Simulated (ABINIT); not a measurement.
**HfO$_{2}$: single-point calculation**

- system: HfO$_{2}$ (Fm-3m, 3 atoms in the cell)
- method: Kohn-Sham DFT of a periodic cell, LDA, PseudoDojo NC SR LDA v0.4.1 standard, no spin polarisation (ABINIT 10.8.3)

The structure derives from an entry of the Crystallography Open Database.

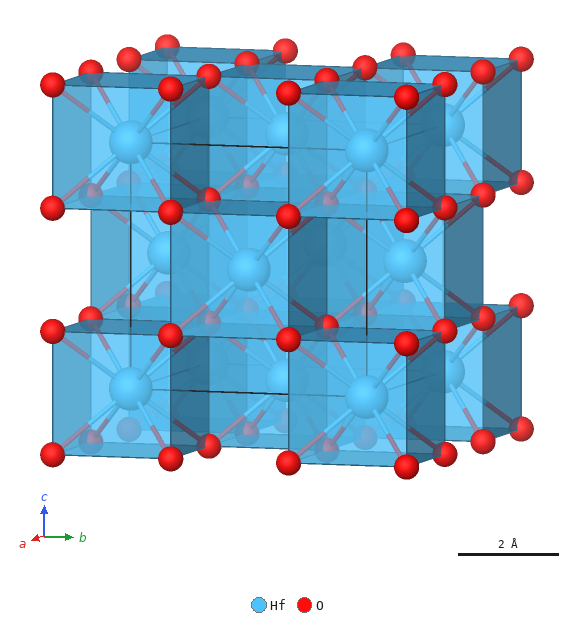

*The structure as given in the input (polyhedral view of the cell 4 times as large as that of the calculation, set on its symmetry axes, seen slightly off an axis; polyhedra are completed across the faces of the cell). An atom can appear more than once, as a periodic image.*

Summary

| quantity | value |
| --- | --- |
| outcome | converged |
| space group (tolerance 0.01 Å) | Fm-3m (225) |
| electrons treated | 24 |
| free energy | −2441.1401 eV |
| Fermi energy | 10.683 eV |
| gap on the k-point mesh | 4.00 eV |
| pressure | −0.05 GPa |
| largest force (length of the vector) | under 0.001 eV/Å |
| hardware | 1 thread of AMD EPYC (Zen 3), 64 GiB of memory available, shared host |
| wall time | 32 s |
| peak memory | 0.07 GiB |

Notes

Spin–orbit coupling is left out, which matters for Hf.

Input file
```
# Pseudopotentials
pp_dirpath "./"
pseudos "Hf.upf, O.upf"

# Structure
acell 3*1.0
rprim
     0.0000000000     4.6884417713     4.6884417713
     4.6884417713     0.0000000000     4.6884417713
     4.6884417713     4.6884417713     0.0000000000
ntypat 2
znucl 72 8
natom 3
typat 1 2 2
xcart
     0.0000000000     0.0000000000     0.0000000000
     7.0326626569     7.0326626569     7.0326626569
     2.3442208856     2.3442208856     2.3442208856
chkprim 0
chksymtnons 0
tolsym 1.0e-6

# Plane-wave basis
ecut 42.0

# k points
kptopt 1
ngkpt 7 7 7
nshiftk 1
shiftk 0.0 0.0 0.0

# Exchange and correlation
ixc 7

# Bands and occupations
nband 16
occopt 3
tsmear 0.00183747

# SCF cycle
nstep 100
tolvrs 1.0e-10

# Output
iomode 3
prtwf 0
prteig 0
prtebands 0
prtden 1
prtvha 1
prtvclmb 1
prtpot 1
prtelf 1
```

Command:
```bash
abinit run.abi > log 2>&1
```

Output
```
.Version 10.8.3 of ABINIT
 Symmetries : space group Fm -3 m (#225); Bravais cF (face-center cubic)
================================================================================
 Values of the parameters that define the memory need of the present run
     intxc =       0    ionmov =       0      iscf =       7    lmnmax =       8
     lnmax =       8     mgfft =      40  mpssoang =       4    mqgrid =    3001
     natom =       3  nloc_mem =       1    nspden =       1   nspinor =       1
    nsppol =       1      nsym =      48    n1xccc =    2501    ntypat =       2
    occopt =       3   xclevel =       1
       mpw =        2698          nfft =       64000          nkpt =          20
================================================================================
================================================================================

--------------------------------------------------------------------------------
------------- Echo of variables that govern the present computation ------------
--------------------------------------------------------------------------------
 -outvars: echo values of preprocessed input variables --------
            acell      1.0000000000E+00  1.0000000000E+00  1.0000000000E+00 Bohr
              amu      1.78490000E+02  1.59994000E+01
          chkprim           0
      chksymtnons           0
             ecut      4.20000000E+01 Hartree
              ixc           7
         kptrlatt        7    0    0      0    7    0      0    0    7
          kptrlen      4.64132056E+01
            natom           3
            nband          16
            ngfft          40      40      40
             nkpt          20
            nstep         100
             nsym          48
           ntypat           2
           occopt           3
        prtebands           0
           prteig           0
           prtelf           1
           prtpot           1
         prtvclmb           1
           prtvha           1
            prtwf           0
            rprim      0.0000000000E+00  4.6884417713E+00  4.6884417713E+00
                       4.6884417713E+00  0.0000000000E+00  4.6884417713E+00
                       4.6884417713E+00  4.6884417713E+00  0.0000000000E+00
          spgroup         225
           tolsym      1.00000000E-06
           tolvrs      1.00000000E-10
           tsmear      1.83747000E-03 Hartree
            typat      1  2  2
           xangst      0.0000000000E+00  0.0000000000E+00  0.0000000000E+00
                       3.7215248075E+00  3.7215248075E+00  3.7215248075E+00
                       1.2405082692E+00  1.2405082692E+00  1.2405082692E+00
            xcart      0.0000000000E+00  0.0000000000E+00  0.0000000000E+00
                       7.0326626570E+00  7.0326626570E+00  7.0326626570E+00
                       2.3442208856E+00  2.3442208856E+00  2.3442208856E+00
             xred      0.0000000000E+00  0.0000000000E+00  0.0000000000E+00
                       7.5000000000E-01  7.5000000000E-01  7.5000000000E-01
                       2.5000000000E-01  2.5000000000E-01  2.5000000000E-01
            znucl       72.00000    8.00000

================================================================================

 chkinp: Checking input parameters for consistency.

================================================================================
== DATASET  1 ==================================================================

--- !DatasetInfo
iteration_state: {dtset: 1, }
dimensions: {natom: 3, nkpt: 20, mband: 16, nsppol: 1, nspinor: 1, nspden: 1, mpw: 2698, }
cutoff_energies: {ecut:  42.0, pawecutdg:  -1.0, }
electrons: {nelect:   2.40000000E+01, charge:   0.00000000E+00, occopt:   3.00000000E+00, tsmear:   1.83747000E-03, }
meta: {optdriver: 0, ionmov: 0, optcell: 0, iscf: 7, paral_kgb: 0, }
...

 Exchange-correlation functional for the present dataset will be:
  LDA: Perdew-Wang 92 LSD fit to Ceperley-Alder data - ixc=7
  J.P.Perdew and Y.Wang, PRB 45, 13244 (1992)

 Real(R)+Recip(G) space primitive vectors, cartesian coordinates (Bohr,Bohr^-1):
 R(1)=  0.0000000  4.6884418  4.6884418  G(1)= -0.1066452  0.1066452  0.1066452
 R(2)=  4.6884418  0.0000000  4.6884418  G(2)=  0.1066452 -0.1066452  0.1066452
 R(3)=  4.6884418  4.6884418  0.0000000  G(3)=  0.1066452  0.1066452 -0.1066452
 Unit cell volume ucvol=  2.0611784E+02 bohr^3
 Angles (23,13,12)=  6.00000000E+01  6.00000000E+01  6.00000000E+01 degrees

 getcut: wavevector=  0.0000  0.0000  0.0000  ngfft=  40  40  40
         ecut(hartree)=     42.000   => boxcut(ratio)=   2.06789

--- Pseudopotential description ------------------------------------------------
- pspini: atom type   1  psp file is ./Hf.upf
12 -1012 3 -1 1618                            pspcod,pspxc,lmax,lloc,mmax
     nproj     2     2     2     2

- pspini: atom type   2  psp file is ./O.upf
12 -1012 2 -1 926                             pspcod,pspxc,lmax,lloc,mmax
     nproj     2     2     1     0

   8.27749700E+02                                ecore*ucvol(ha*bohr**3)
--------------------------------------------------------------------------------

================================================================================

--- !BeginCycle
iteration_state: {dtset: 1, }
solver: {iscf: 7, nstep: 100, nline: 4, wfoptalg: 0, }
tolerances: {tolvrs: 1.00E-10, }
...

     iter   Etot(hartree)      deltaE(h)  residm     vres2
 ETOT  1  -89.413605511271    -8.941E+01 1.503E-01 1.289E+03
 ETOT  2  -89.217108838244     1.965E-01 1.332E-02 2.023E+03
 ETOT  3  -89.704380105834    -4.873E-01 1.093E-02 2.944E+01
 ETOT  4  -89.710236127018    -5.856E-03 3.123E-03 3.452E-02
 ETOT  5  -89.710237100132    -9.731E-07 1.347E-03 4.846E-02
 ETOT  6  -89.710244035750    -6.936E-06 9.725E-04 2.206E-03
 ETOT  7  -89.710244558717    -5.230E-07 4.638E-04 6.416E-05
 ETOT  8  -89.710244565758    -7.042E-09 3.330E-04 3.054E-06
 ETOT  9  -89.710244566125    -3.668E-10 4.201E-04 1.133E-07
 ETOT 10  -89.710244566145    -1.980E-11 2.844E-04 1.679E-11

 At SCF step   10       vres2   =  1.68E-11 < tolvrs=  1.00E-10 =>converged.

 Compute ELF
--------------------------------------------------------------------------------

 Compute kinetic energy density

 Compute gradient of the electron density
 Electron Localization Function (ELF) [min:0;max:1]
)     Maximum=    8.6693E-01  at reduced coord.    0.9250    0.9250    0.9500
)     Minimum=    7.5752E-04  at reduced coord.    0.2500    0.2500    0.2500
   Integrated=    7.1904E+01

--------------------------------------------------------------------------------
 End of ELF section

 Cartesian components of stress tensor (hartree/bohr^3)
  sigma(1 1)=  1.71452758E-06  sigma(3 2)=  0.00000000E+00
  sigma(2 2)=  1.71452758E-06  sigma(3 1)=  0.00000000E+00
  sigma(3 3)=  1.71452758E-06  sigma(2 1)=  0.00000000E+00

--- !ResultsGS
iteration_state: {dtset: 1, }
comment   : Summary of ground state results
lattice_vectors:
- [  0.0000000,   4.6884418,   4.6884418, ]
- [  4.6884418,   0.0000000,   4.6884418, ]
- [  4.6884418,   4.6884418,   0.0000000, ]
lattice_lengths: [   6.63046,    6.63046,    6.63046, ]
lattice_angles: [ 60.000,  60.000,  60.000, ] # degrees, (23, 13, 12)
lattice_volume:   2.0611784E+02
convergence: {deltae: -1.980E-11, res2:  1.679E-11, residm:  2.844E-04, diffor: null, }
etotal    :  -8.97102446E+01
entropy   :   0.00000000E+00
fermie    :   3.92592479E-01
cartesian_stress_tensor: # hartree/bohr^3
- [  1.71452758E-06,   0.00000000E+00,   0.00000000E+00, ]
- [  0.00000000E+00,   1.71452758E-06,   0.00000000E+00, ]
- [  0.00000000E+00,   0.00000000E+00,   1.71452758E-06, ]
pressure_GPa:  -5.0443E-02
xred      :
- [  0.0000E+00,   0.0000E+00,   0.0000E+00, Hf]
- [  7.5000E-01,   7.5000E-01,   7.5000E-01,  O]
- [  2.5000E-01,   2.5000E-01,   2.5000E-01,  O]
cartesian_forces: # hartree/bohr
- [ -0.00000000E+00,  -0.00000000E+00,  -0.00000000E+00, ]
- [ -0.00000000E+00,  -0.00000000E+00,  -0.00000000E+00, ]
- [ -0.00000000E+00,  -0.00000000E+00,  -0.00000000E+00, ]
force_length_stats: {min:   0.00000000E+00, max:   0.00000000E+00, mean:   0.00000000E+00, }
...

 Integrated electronic density in atomic spheres:
 ------------------------------------------------
 Atom  Sphere_radius  Integrated_density
    1        2.00000          8.33911297
    2        2.00000          6.39769120
    3        2.00000          6.39769120
================================================================================

 ----iterations are completed or convergence reached----

 Mean square residual over all n,k,spin=   20.813E-07; max=  28.436E-05
 reduced coordinates (array xred) for    3 atoms
       0.000000000000      0.000000000000      0.000000000000
       0.750000000000      0.750000000000      0.750000000000
       0.250000000000      0.250000000000      0.250000000000
 rms dE/dt=  0.0000E+00; max dE/dt=  0.0000E+00; dE/dt below (all hartree)
    1       0.000000000000      0.000000000000      0.000000000000
    2       0.000000000000      0.000000000000      0.000000000000
    3       0.000000000000      0.000000000000      0.000000000000

 cartesian coordinates (angstrom) at end:
    1      0.00000000000000     0.00000000000000     0.00000000000000
    2      3.72152480750176     3.72152480750176     3.72152480750176
    3      1.24050826916725     1.24050826916725     1.24050826916725

 cartesian forces (hartree/bohr) at end:
    1     -0.00000000000000    -0.00000000000000    -0.00000000000000
    2     -0.00000000000000    -0.00000000000000    -0.00000000000000
    3     -0.00000000000000    -0.00000000000000    -0.00000000000000
 frms,max,avg= 0.0000000E+00 0.0000000E+00   0.000E+00  0.000E+00  0.000E+00 h/b

 cartesian forces (eV/Angstrom) at end:
    1     -0.00000000000000    -0.00000000000000    -0.00000000000000
    2     -0.00000000000000    -0.00000000000000    -0.00000000000000
    3     -0.00000000000000    -0.00000000000000    -0.00000000000000
 frms,max,avg= 0.0000000E+00 0.0000000E+00   0.000E+00  0.000E+00  0.000E+00 e/A
 length scales=  1.000000000000  1.000000000000  1.000000000000 bohr
              =  0.529177210544  0.529177210544  0.529177210544 angstroms
 Fermi (or HOMO) energy (hartree) =   0.39259   Average Vxc (hartree)=  -0.48090
 Eigenvalues (hartree) for nkpt=  20  k points:
 kpt#   1, nband= 16, wtk=  0.00292, kpt=  0.0000  0.0000  0.0000 (reduced coord)
  -1.91870   -0.76269   -0.76269   -0.76269   -0.37989   -0.24969    0.09872    0.09872
   0.09872    0.28844    0.28844    0.28844    0.45546    0.45546    0.54094    0.72470
      occupation numbers for kpt#   1
   2.00000    2.00000    2.00000    2.00000    2.00000    2.00000    2.00000    2.00000
   2.00000    2.00000    2.00000    2.00000    0.00000    0.00000    0.00000    0.00000
 prteigrs : prtvol=0 or 1, do not print more k-points.

--- !EnergyTerms
iteration_state     : {dtset: 1, }
comment             : Components of total free energy in Hartree
kinetic             :  3.69531877153702E+01
hartree             :  1.32216849349067E+01
xc                  : -2.25458368986374E+01
Ewald energy        : -6.93059975193676E+01
psp_core            :  4.01590523975379E+00
local_psp           : -4.91395018749230E+01
non_local_psp       : -2.90968616324757E+00
internal            : -8.97102445661450E+01
'-kT*entropy'       :  1.87942306218436E-15
total_energy        : -8.97102445661450E+01
total_energy_eV     : -2.44114011511079E+03
band_energy         : -7.32109515633887E+00
...

 Cartesian components of stress tensor (hartree/bohr^3)
  sigma(1 1)=  1.71452758E-06  sigma(3 2)=  0.00000000E+00
  sigma(2 2)=  1.71452758E-06  sigma(3 1)=  0.00000000E+00
  sigma(3 3)=  1.71452758E-06  sigma(2 1)=  0.00000000E+00

-Cartesian components of stress tensor (GPa)         [Pressure= -5.0443E-02 GPa]
- sigma(1 1)=  5.04431429E-02  sigma(3 2)=  0.00000000E+00
- sigma(2 2)=  5.04431429E-02  sigma(3 1)=  0.00000000E+00
- sigma(3 3)=  5.04431429E-02  sigma(2 1)=  0.00000000E+00

== END DATASET(S) ==============================================================
================================================================================

 -outvars: echo values of variables after computation  --------
            acell      1.0000000000E+00  1.0000000000E+00  1.0000000000E+00 Bohr
           etotal     -8.9710244566E+01
            fcart     -0.0000000000E+00 -0.0000000000E+00 -0.0000000000E+00
                      -0.0000000000E+00 -0.0000000000E+00 -0.0000000000E+00
                      -0.0000000000E+00 -0.0000000000E+00 -0.0000000000E+00
            rprim      0.0000000000E+00  4.6884417713E+00  4.6884417713E+00
                       4.6884417713E+00  0.0000000000E+00  4.6884417713E+00
                       4.6884417713E+00  4.6884417713E+00  0.0000000000E+00
           strten      1.7145275771E-06  1.7145275771E-06  1.7145275771E-06
                       0.0000000000E+00  0.0000000000E+00  0.0000000000E+00
           xangst      0.0000000000E+00  0.0000000000E+00  0.0000000000E+00
                       3.7215248075E+00  3.7215248075E+00  3.7215248075E+00
                       1.2405082692E+00  1.2405082692E+00  1.2405082692E+00
             xred      0.0000000000E+00  0.0000000000E+00  0.0000000000E+00
                       7.5000000000E-01  7.5000000000E-01  7.5000000000E-01
                       2.5000000000E-01  2.5000000000E-01  2.5000000000E-01
 Calculation completed.
```
